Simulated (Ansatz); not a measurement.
**Run report: AlCu3, single-point calculation**

AlCu3 (Pm-3m, 4 atoms in the cell), computed with DFT r2SCAN, scalar-relativistic, plane waves, PAW, no spin polarisation (Ansatz 0.2.0).

The structure derives from a Materials Project entry. It belongs to a series of runs on one base structure; here: volume × 0.91. Figures and captions count atoms from 1; the log counts them from 0 in places.

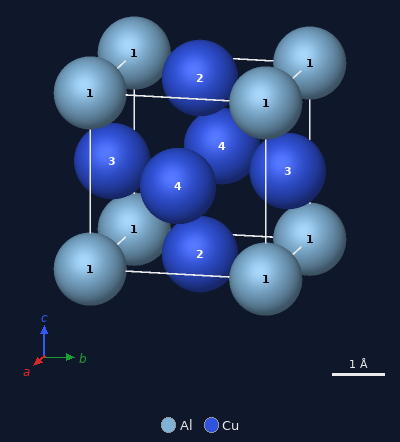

*The input geometry (spheres-only view of the cell of the calculation, seen slightly off an axis; atoms are numbered from 1 in the order of the input). An atom can appear more than once, as a periodic image.*

### The input
```yaml
crystal:
  lattice:
    - [3.529109794, 0.0, 0.0]
    - [0.0, 3.529109794, 0.0]
    - [0.0, 0.0, 3.529109794]
  atoms:
    - { symbol: Al, position: [0.0, 0.0, 0.0] }
    - { symbol: Cu, position: [0.5, 0.5, 0.0] }
    - { symbol: Cu, position: [0.5, 0.0, 0.5] }
    - { symbol: Cu, position: [0.0, 0.5, 0.5] }
basis:
  ecutwfc: 500
kpoints:
  mp_grid: { grid: [12, 12, 12] }
hamiltonian:
  xc: r2scan
scf:
  occupations: { method: gaussian, width: 0.1 }
output:
  forces: true
  stress: true
  eigenvalues: true
  write_density: true
  write_potential: true
  elf: true
  volumetric_format: npy
```

Run as:
```bash
ansatz run input.yaml --threads 1 --pin off --max-ram 2560MiB --backend cpu --events-out ev --progress --plain --runs-dir out
```

### What the program printed
```
Engine: ansatz 0.2.0, x86_64-unknown-linux-gnu
Pseudopotentials: kind: paw
Pseudopotential: Al, paw, valence charge 3, recommended cutoff 500 eV (meta_gga), Al.paw.azcp
Pseudopotential: Cu, paw, valence charge 19, recommended cutoff 500 eV (meta_gga), Cu.paw.azcp
Functional definition: r2SCAN
  parameter k0 = 0.174
  parameter k1 = 0.065
  parameter a1 = 4.9479
  exchange = r2scan_x(k0 = k0, k1 = k1, a1 = a1)
  correlation = r2scan_c
Crystal: 4 atoms, lattice volume = 43.954 Å³
Basis set: ecut = 500 eV, 1141 PW (Γ), exchange–correlation on 108×108×108 points (64 copies of the dense FFT grid, shifted against one another)
Bands: 36, of which v1, the nominal top of the filled ones, is band 30 counted from 1 (29 counted from 0)
Symmetry: 48 space group operations
Space group: Pm-3m (ITA 221), of the structure as read, at distance tolerance 3.5e-5 Å
k-points: 84 of 1728
Non-local potential: Al, projectors of the file, l = 0: 2, l = 1: 2, l = 2: 1
Non-local potential: Cu, projectors of the file, l = 0: 3, l = 1: 2, l = 2: 3, l = 3: 1
PAW form: soft (Blöchl's): semilocal exchange-correlation on the pseudo side does not see the compensation charge
PAW frozen core: Al, regenerated for the run's functional (the file was generated under x = pbe(κ = 0.804, μ = 0.2195149727645171), c = pbe(β = 0.06672455060314922))
PAW frozen core: Cu, regenerated for the run's functional (the file was generated under x = pbe(κ = 0.804, μ = 0.2195149727645171), c = pbe(β = 0.06672455060314922))
PAW one-centre angular grid: Al, 302 points (default); XC on 160 Gauss nodes
PAW one-centre angular grid: Cu, 590 points (default); XC on 160 Gauss nodes
Initial density: superposition of atomic densities (neutral atoms: chi_scale 0, normalization atom), corrected by the library's trained network
Initial wavefunctions: pseudopotential atomic-orbital guess
Functional: x = r2scan, c = r2scan; τ floored in thin density (d = 2e-4 eV/Å³)
SCF iter   1: F=—  HF=-20434.718171 eV  |F-HF|=—  |Δ(HF+E_count)|=         —  Δρ=3.83e-2  dr2=3.80e-1  dr2_τ=1.04e-2  ethr=1.77e-3  ⟨swp⟩=5.3  Hψ=10824  notcnv=0  defer=22
preconditioner: auto → Resta (q_TF=auto, 2.874 Å⁻¹)  ε∞=11.6  [insulator: Δε(μ)=0.131 eV  Ē_g=10.302 eV  σ=0.100 eV  W_gap=0.56  n_scr=18 (ndim 8)  ℏωp=33.6 eV  f_vac=0.002  D(μ)=0.85/eV (n_scr^D=6)  ε∞_Penn≈11.6]
SCF iter   2: F=—  HF=-20434.703766 eV  |F-HF|=—  |Δ(HF+E_count)|=   1.44e-2  Δρ=1.58e-2  dr2=4.74e-2  dr2_τ=3.51e-3  ethr=6.34e-4  ⟨swp⟩=2.0  Hψ=5475  notcnv=0  defer=116
preconditioner: auto → Kerker (q_TF=auto, 2.874 Å⁻¹)  [metal: Δε(μ)=0.032 eV  Ē_g=10.048 eV  σ=0.100 eV  W_gap=0.18  n_scr=18 (ndim 8)  ℏωp=33.6 eV  f_vac=0.002  D(μ)=1.26/eV (n_scr^D=6)]
SCF iter   3: F=—  HF=-20434.671802 eV  |F-HF|=—  |Δ(HF+E_count)|=   3.20e-2  Δρ=8.27e-3  dr2=2.29e-2  dr2_τ=1.06e-4  ethr=7.91e-5  ⟨swp⟩=2.0  Hψ=5696  notcnv=0  defer=116
SCF iter   4: F=—  HF=-20434.666006 eV  |F-HF|=—  |Δ(HF+E_count)|=   5.80e-3  Δρ=1.14e-3  dr2=6.39e-4  dr2_τ=2.16e-5  ethr=3.82e-5  ⟨swp⟩=1.4  Hψ=3736  notcnv=0  defer=116
SCF iter   5: F=—  HF=-20434.666417 eV  |F-HF|=—  |Δ(HF+E_count)|=   4.11e-4  Δρ=5.93e-4  dr2=1.89e-4  dr2_τ=1.59e-6  ethr=1.07e-6  ⟨swp⟩=2.0  Hψ=4470  notcnv=0  defer=116
SCF iter   6: F=—  HF=-20434.666388 eV  |F-HF|=—  |Δ(HF+E_count)|=   2.98e-5  Δρ=2.29e-4  dr2=2.05e-5  dr2_τ=1.04e-7  ethr=3.15e-7  ⟨swp⟩=2.1  Hψ=4196  notcnv=0  defer=116
SCF iter   7: F=—  HF=-20434.666375 eV  |F-HF|=—  |Δ(HF+E_count)|=   1.30e-5  Δρ=3.63e-5  dr2=4.38e-7  dr2_τ=4.99e-9  ethr=3.42e-8  ⟨swp⟩=2.0  Hψ=3831  notcnv=0  defer=116
SCF iter   8: F=-20434.666375 eV  HF=-20434.666375 eV  |F-HF|=4.41e-9  |Δ(HF+E_count)|=   6.64e-8  Δρ=6.92e-6  dr2=2.03e-8  dr2_τ=1.66e-10  ethr=1.67e-10  ⟨swp⟩=11.3  Hψ=20894  notcnv=0
SCF 1 converged in 8 iterations: F = -20434.666375 eV  dr2 = 2.03e-8
  greatest PAW one-centre occupation: 1.000 electrons in one spin orbital (limit 2), on the Cu atom at site 3 (counted from 0), in its partial waves of l = 0
SCF converged after 8 iterations
Free energy (F): -20434.666375 eV
Harris-Foulkes:  -20434.666375 eV  (|F-HF|=4.41e-9)
Internal energy: -20434.660660 eV  (E = F + TS)
E sigma→0 (E₀):  -20434.663517 eV
Entropy (-TS):   -0.005715 eV (-1.429 meV/atom)
Fermi energy:    17.113077 eV
--- Per-component energies (eV) ---
  E_band       = -1142.266994
  E_kinetic    = 930.131544
  E_local      = -13500.229415  (includes V_loc(G=0)·N_el)
  E_nonlocal   = 1187.968869
  E_hartree    = 6043.741387
  E_xc         = -293.825905
  E_vxc        = -414.530501  (∫ρ·V_xc dr)
  E_paw        = -5499.959917  (= ΣΔE_a)
  E_vpaw       = -1462.443383  (= ΣTr[D̂ρ^β])
  E_aug_tail   = 0.000458  (compensation charges beyond the density's cutoff)
  E_vtau       = 29.339788  (kinetic-family band-sum trace: ∫τ·v_τ [+ j·A + Jᵃ·Aᵃ] dr)
  E_ewald      = -9301.524249
  E_core_change = -0.963432  (= ΣΔE_core)
  E_smearing   = -0.005715  (= −TS)
  E_closure    = -0.000000  (closes the sum)
  Σ components = -20434.666375   (vs F -20434.666375, Δ=0.00e0)
--- Forces (eV/Å), atoms counted from 1 ---
  atom   1  Al    -0.00000000     0.00000000     0.00000000
  atom   2  Cu     0.00000000     0.00000000     0.00000000
  atom   3  Cu     0.00000000    -0.00000000     0.00000000
  atom   4  Cu     0.00000000     0.00000000     0.00000000
  max |Σ_I F_I| component: 2.47e-28 eV/Å
--- Stress (GPa, compression-positive) ---
       17.814229      -0.000000       0.000000
       -0.000000      17.814229       0.000000
        0.000000       0.000000      17.814229
  P = ⅓ Tr σ = 17.8142 GPa (178.142 kbar)
--- Band table (eV; the first three rows and the last of 84) ---
  k-point 0: bands = ["-100.1789", "-100.1592", "-100.1592", "-56.0447", "-56.0447", "-56.0447", "-56.0131", "-56.0131", "-56.0131", "-55.8872", "-55.8872", "-55.8872", "5.1583", "10.9188", "11.5664", "11.5664", "11.9263", "11.9263", "11.9263", "13.6152", "13.6152", "13.6152", "14.3186", "14.3186", "14.6061", "14.9121", "14.9121", "14.9121", "16.6795", "16.6795", "16.6795", "22.0501", "22.0501", "23.3757", "28.9996", "28.9996"]
  k-point 1: bands = ["-100.1786", "-100.1595", "-100.1592", "-56.0440", "-56.0440", "-56.0438", "-56.0134", "-56.0134", "-56.0132", "-55.8883", "-55.8877", "-55.8877", "5.2488", "10.9456", "11.5259", "11.6169", "11.9399", "11.9399", "11.9455", "13.5848", "13.5848", "13.5953", "14.2816", "14.3196", "14.5791", "14.7692", "14.7692", "14.9122", "16.2102", "16.9247", "16.9247", "22.0559", "22.4429", "23.6743", "28.3789", "28.3789"]
  k-point 2: bands = ["-100.1777", "-100.1603", "-100.1592", "-56.0419", "-56.0419", "-56.0411", "-56.0141", "-56.0141", "-56.0133", "-55.8914", "-55.8891", "-55.8891", "5.5185", "10.9841", "11.4073", "11.7625", "11.9793", "11.9793", "12.0006", "13.4995", "13.4995", "13.5382", "14.1666", "14.3195", "14.4841", "14.4841", "14.5011", "14.9124", "15.2641", "17.5164", "17.5164", "22.0734", "22.8903", "24.8559", "26.9154", "26.9154"]
  k-point 83: bands = ["-100.1657", "-100.1657", "-100.1657", "-56.0631", "-56.0631", "-56.0631", "-55.9882", "-55.9790", "-55.9790", "-55.9790", "-55.8637", "-55.8637", "9.8819", "11.3197", "11.3197", "11.3197", "13.0182", "13.0182", "13.0182", "13.5971", "13.5971", "13.5971", "13.6774", "13.6774", "13.6774", "13.8703", "13.8703", "14.7015", "14.7015", "14.7015", "15.2945", "19.1829", "19.3084", "19.3084", "19.3084", "35.3499"]
```

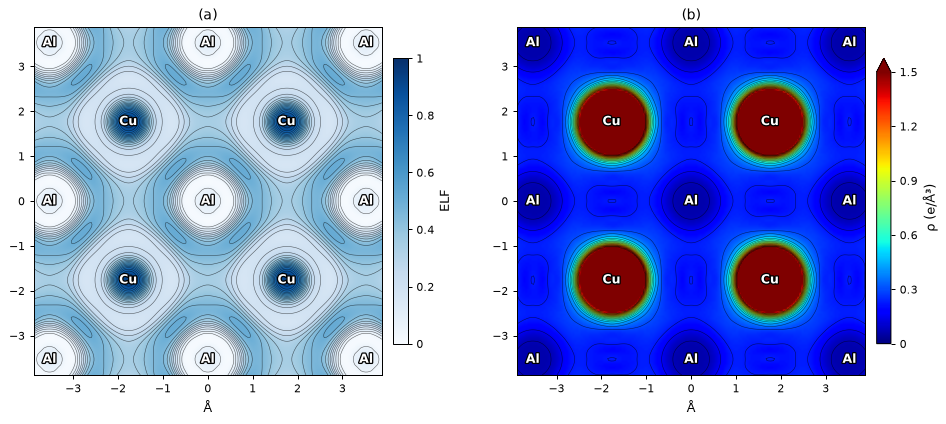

*(a) electron localisation function; (b) valence charge density (pseudo) on the (010) plane of the conventional cell.*

Al–Cu (2.50 Å): ρ is about 0.3 e/Å³ halfway; the ELF is about 0.40 at the midpoint (nearly free electrons, as in a simple metal). Away from the nuclei the density in this plane falls to 0.19 e/Å³ at its lowest. The strong features right at Cu lie inside the PAW spheres (semicore, d or f shells) and say nothing about bonding. The fields are those of the smooth PAW valence density.

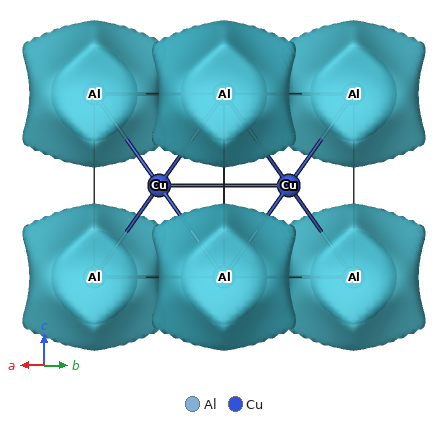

*Isosurface of the electron localisation function at 0.4 (cyan), seen along [110]. Core shells and regions of very low density are left out. Sticks mark near contacts. The outline is the cell set on symmetry axes.*

Values along the shortest contacts: Al–Cu (2.50 Å): the ELF is about 0.40 at the midpoint (metallic bonding. Cu–Cu (2.50 Å): the ELF is about 0.25 at the midpoint (no localised pair between them).

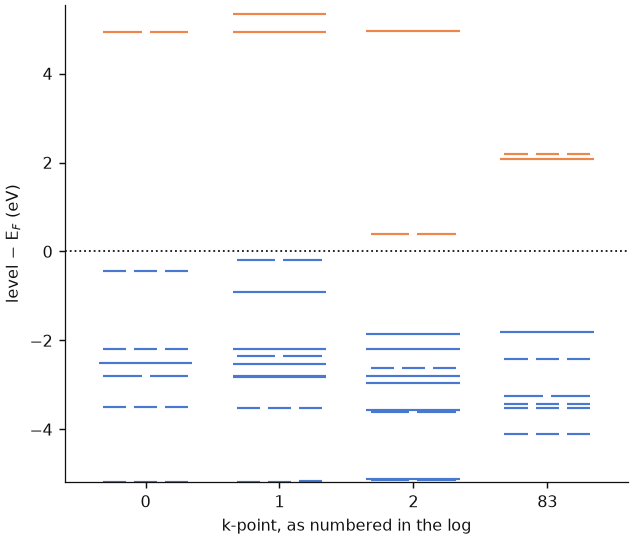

*Kohn–Sham levels near the Fermi level (dotted) at the few k-points that the log prints; levels within 0.02 eV of each other stand side by side.*

The system is metallic on the full mesh.

### Summary

| quantity | value |
| --- | --- |
| outcome | converged |
| space group (tolerance 0.01 Å) | Pm-3m (221) |
| electrons treated | 60 |
| free energy | −20434.6664 eV |
| Fermi energy | 17.113 eV |
| gap on the k-point mesh | none (metallic) |
| pressure | 17.81 GPa |
| largest force (length of the vector) | under 0.001 eV/Å |
| hardware | 1 thread of Intel Xeon @ 2.50GHz (Skylake/Cascade Lake), 189 GiB of memory available, shared host |
| wall time | 33 s |
| peak memory | 0.5 GiB |

### Remarks

The cell is under a pressure of 17.8 GPa at this level, so it is not at its equilibrium volume.
